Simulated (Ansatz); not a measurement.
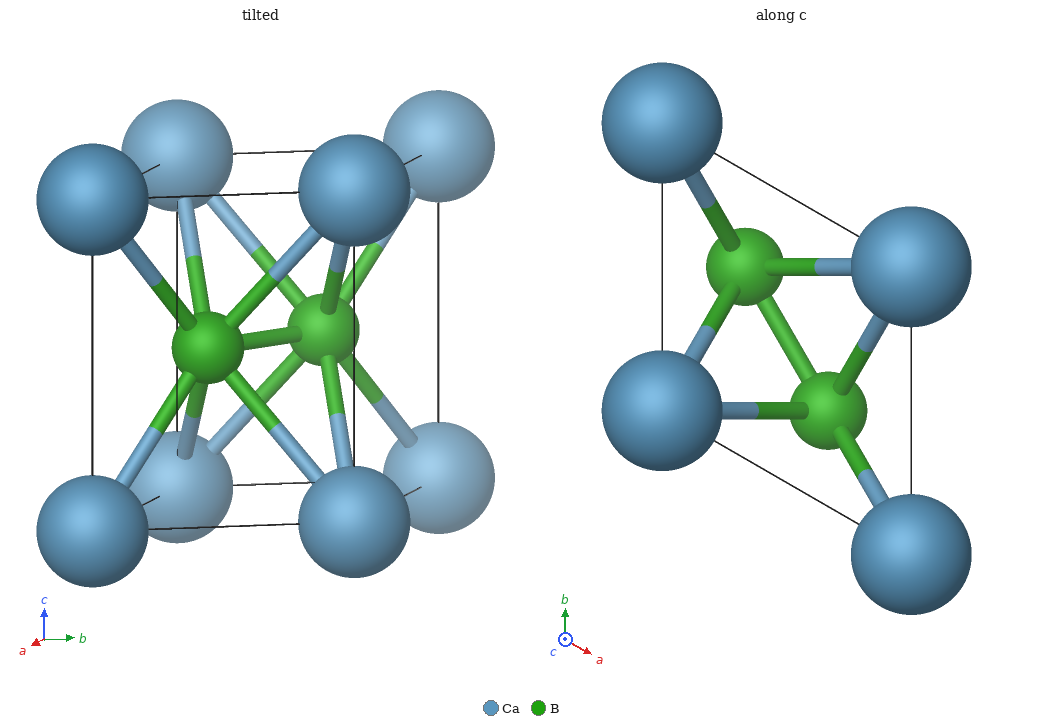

CaB₂, AlB₂ type, space group P6/mmm (No. 191), a = 3.226 Å, b = 3.226 Å, c = 4.067 Å, α = 90.00°, β = 90.00°, γ = 120.00°. A ball-and-stick rendering, viewed slightly off an axis and along the c axis. Atoms at the boundary of the conventional unit cell (the box) are drawn once for each face, edge or corner they touch. This one geometry was run with six functionals. The cell is a structure listed in the Materials Project. It needn't be the stable form of this composition.

Alike in all runs: Ansatz 0.2.0; potentials Ansatz PAW; cutoff 420 eV; k mesh 9 × 9 × 7 on the run's cell of 3 atoms; occupations fermi-dirac, width 0.05 eV; no spin polarisation; no spin-orbit coupling. All runs are metallic.

| level | pressure (GPa) |
| --- | --- |
| PBEsol | -3.3 |
| PBE | -0.4 |
| RPBE | ? |
| BLYP | 2.3 |
| LDA | -7.0 |
| revPBE | 1.9 |

**Fill in the row of RPBE.**

Pressure 2.7 GPa. That is the highest pressure of all.

**Order the levels by the equilibrium volume that these pressures point to, smallest first.**

LDA (-7.0 GPa), PBEsol (-3.3 GPa), PBE (-0.4 GPa), revPBE (1.9 GPa), BLYP (2.3 GPa), RPBE (2.7 GPa). A higher pressure at one volume points to a larger equilibrium volume, as long as the bulk moduli are alike; rows a few tenths of a GPa apart can't be told apart.
